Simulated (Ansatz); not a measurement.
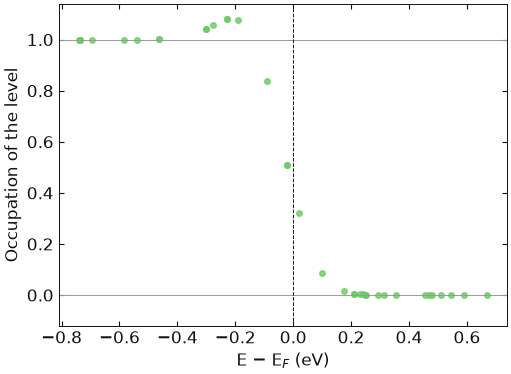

Occupations of the one-electron levels of the k mesh against their energy, from a run on ZrS, space group Fm-3m (No. 225), 2 atoms in the cell, with Ansatz.

> Name the smearing function and its width.

cold (Marzari-Vanderbilt) smearing with a width of 0.15 eV. The occupations overshoot 1 below the Fermi level (up to 1.08) but never turn negative, and they are not symmetric about it.
